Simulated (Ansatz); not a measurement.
**Energy of TaAs along an even scaling of the cell**

System: TaAs (2 atoms in the cell).
Method: DFT PBEsol, scalar-relativistic, plane waves, PAW, no spin polarisation (Ansatz 0.2.0).

The 7 runs differ only in the geometry, by an even scaling of the cell at fixed fractional positions. The structure was built on a prototype by a generator; it need not be a known phase.

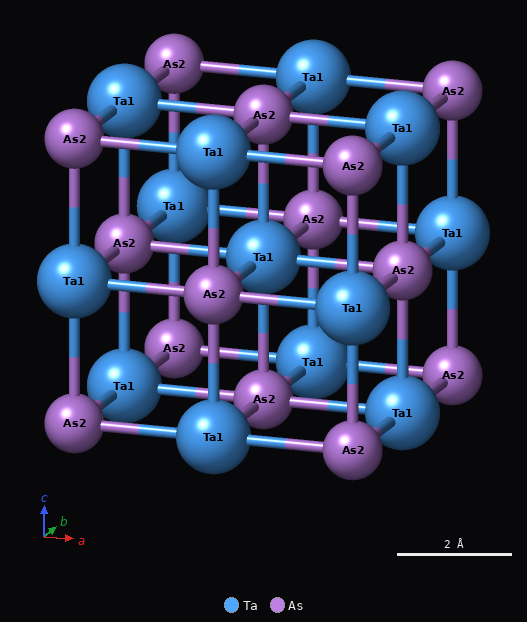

Figure 1. The structure of run 4 (ball-and-stick view of the cell 4 times as large as that of the calculation, set on its symmetry axes, seen slightly off an axis; atoms are numbered from 1 in the order of the input).

## Input of run 4
```yaml
crystal:
  lattice:
    - [0.0, 2.6016369085, 2.6016369085]
    - [2.6016369085, 0.0, 2.6016369085]
    - [2.6016369085, 2.6016369085, 0.0]
  atoms:
    - { symbol: Ta, position: [0.5, 0.5, 0.5] }
    - { symbol: As, position: [0.0, 0.0, 0.0] }
basis:
  ecutwfc: 420
  ecutrho_ratio: 4
kpoints:
  mp_grid: { grid: [10, 10, 10] }
hamiltonian:
  xc: pbesol
scf:
  occupations: { method: gaussian, width: 0.05 }
output:
  forces: true
  stress: true
  eigenvalues: true
```

Command:
```bash
ansatz run input.yaml --threads 4 --pin off --max-ram 4096MiB --backend cpu --events-out ev --progress --plain --runs-dir out
```

Lattice vectors (Å) and fractional positions of run 4:
```
   0.000000    2.601637    2.601637
   2.601637    0.000000    2.601637
   2.601637    2.601637    0.000000
Ta  0.500000  0.500000  0.500000
As  0.000000  0.000000  0.000000
```

Run 6 differs from it as follows:
```diff
-    - [0.0, 2.6016369085, 2.6016369085]
-    - [2.6016369085, 0.0, 2.6016369085]
-    - [2.6016369085, 2.6016369085, 0.0]
+    - [0.0, 2.6188667941, 2.6188667941]
+    - [2.6188667941, 0.0, 2.6188667941]
+    - [2.6188667941, 2.6188667941, 0.0]
```

## Results, with one run withheld

```csv
run,volume per atom (Å³),"free energy per atom, from the lowest run given (meV)",pressure (GPa)
1,16.905,16.04,7.57
2,17.257,3.87,3.58
3,17.569,0.04,0.39
4,17.609,0.00,0.00
5,17.640,0.03,−0.29
6,17.961,?,?
7,18.314,13.88,−6.09
```

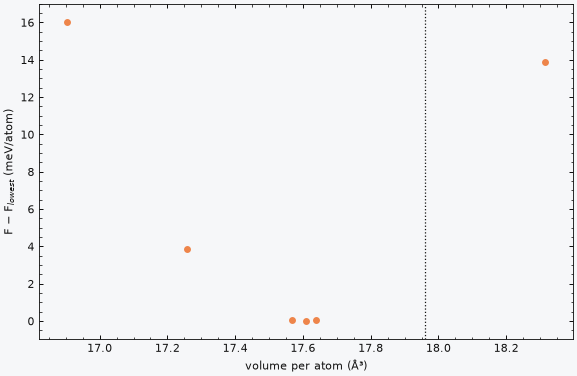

Figure 2. Free energy per atom of the runs given; the dotted line marks run 6.

Fit the runs given and predict run 6.

A cubic polynomial in V^(−2/3) (the Birch–Murnaghan form), fitted to the 6 runs given, misses them by at most 0.01 meV per atom. With x = V^(−2/3) − 0.14813 Å⁻², it reads F = 0.14325 + 747.27 x + 9.6129e+05 x² + 1.3242e+06 x³ (meV per atom). At run 6 it gives 3.58 meV per atom, and the run itself gives 3.59. The slope of the fit gives a pressure −dF/dV of −3.21 GPa there, and the run prints −3.21 GPa. The fit has its minimum at 17.610 Å³ per atom, where V d²F/dV² gives 169 GPa: the bulk modulus at this level, since symmetry fixes the shape and the positions.

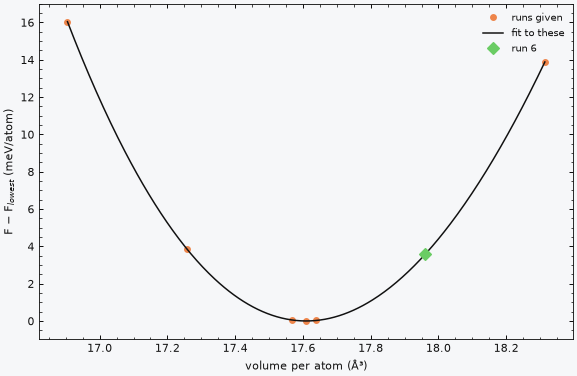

Figure 3. The fit and the withheld run.

## Output, shortened to warnings, some set-up lines, iterations and results (run 6)
```
Basis set: ecut = 420 eV, 725 PW (Γ), exchange–correlation on 50×50×50 points (8 copies of the dense FFT grid, shifted against one another)
Symmetry: 48 space group operations
k-points: 47 of 1000
Initial density: superposition of atomic densities (neutral atoms: chi_scale 0, normalization atom), corrected by the library's trained network
[...]
SCF iter   1: F=—  HF=-14619.570354 eV  |F-HF|=—  |Δ(HF+E_count)|=         —  Δρ=3.73e-3  dr2=4.58e-3  ethr=1.77e-3  ⟨swp⟩=6.0  Hψ=9120  notcnv=0  defer=1
SCF iter   2: F=—  HF=-14619.568999 eV  |F-HF|=—  |Δ(HF+E_count)|=   1.35e-3  Δρ=2.06e-3  dr2=1.24e-3  ethr=1.63e-5  ⟨swp⟩=1.6  Hψ=1653  notcnv=0  defer=32
SCF iter   3: F=—  HF=-14619.568795 eV  |F-HF|=—  |Δ(HF+E_count)|=   2.04e-4  Δρ=4.10e-4  dr2=4.60e-5  ethr=4.44e-6  ⟨swp⟩=2.3  Hψ=1227  notcnv=0  defer=32
SCF iter   4: F=—  HF=-14619.568789 eV  |F-HF|=—  |Δ(HF+E_count)|=   5.84e-6  Δρ=7.33e-5  dr2=2.17e-6  ethr=1.64e-7  ⟨swp⟩=2.3  Hψ=1384  notcnv=0  defer=32
SCF iter   5: F=—  HF=-14619.568789 eV  |F-HF|=—  |Δ(HF+E_count)|=   5.10e-7  Δρ=1.65e-5  dr2=9.69e-8  ethr=7.75e-9  ⟨swp⟩=2.0  Hψ=1534  notcnv=0  defer=32
SCF iter   6: F=—  HF=-14619.568789 eV  |F-HF|=—  |Δ(HF+E_count)|=   1.84e-7  Δρ=1.37e-5  dr2=7.14e-8  ethr=3.46e-10  ⟨swp⟩=7.7  Hψ=4705  notcnv=0
SCF iter   7: F=-14619.568789 eV  HF=-14619.568789 eV  |F-HF|=2.17e-8  |Δ(HF+E_count)|=   5.28e-8  Δρ=5.67e-6  dr2=1.23e-8  ethr=2.55e-10  ⟨swp⟩=4.1  Hψ=2816  notcnv=0
SCF 1 converged in 7 iterations: F = -14619.568789 eV  dr2 = 1.23e-8
SCF converged after 7 iterations
Free energy (F): -14619.568789 eV
Harris-Foulkes:  -14619.568789 eV  (|F-HF|=2.17e-8)
Internal energy: -14619.567404 eV  (E = F + TS)
E sigma→0 (E₀):  -14619.568097 eV
Entropy (-TS):   -0.001384 eV (-0.692 meV/atom)
Fermi energy:    16.976272 eV
--- Per-component energies (eV) ---
  E_band       = -293.926042
  E_kinetic    = 472.021676
  E_local      = -2078.545332  (includes V_loc(G=0)·N_el)
  E_nonlocal   = -650.207087
  E_hartree    = 1066.580252
  E_xc         = -296.469799
  E_vxc        = -284.216210  (∫ρ·V_xc dr)
  E_paw        = -10066.787076  (= ΣΔE_a)
  E_vpaw       = 113.854770  (= ΣTr[D̂ρ^β])
  E_aug_tail   = 0.000151  (compensation charges beyond the density's cutoff)
  E_ewald      = -3067.340264
  E_core_change = 1.180075  (= ΣΔE_core)
  E_smearing   = -0.001384  (= −TS)
  E_closure    = -0.000000  (closes the sum)
  Σ components = -14619.568789   (vs F -14619.568789, Δ=0.00e0)
--- Forces (eV/Å), atoms counted from 1 ---
  atom   1  Ta     0.00000000    -0.00000000    -0.00000000
  atom   2  As    -0.00000000     0.00000000     0.00000000
  max |Σ_I F_I| component: 2.12e-29 eV/Å
--- Stress (GPa, compression-positive) ---
       -3.211444      -0.000000       0.000000
       -0.000000      -3.211444       0.000000
        0.000000       0.000000      -3.211444
  P = ⅓ Tr σ = -3.2114 GPa (-32.114 kbar)
```

Notes: Spin–orbit coupling is left out, which matters for Ta.
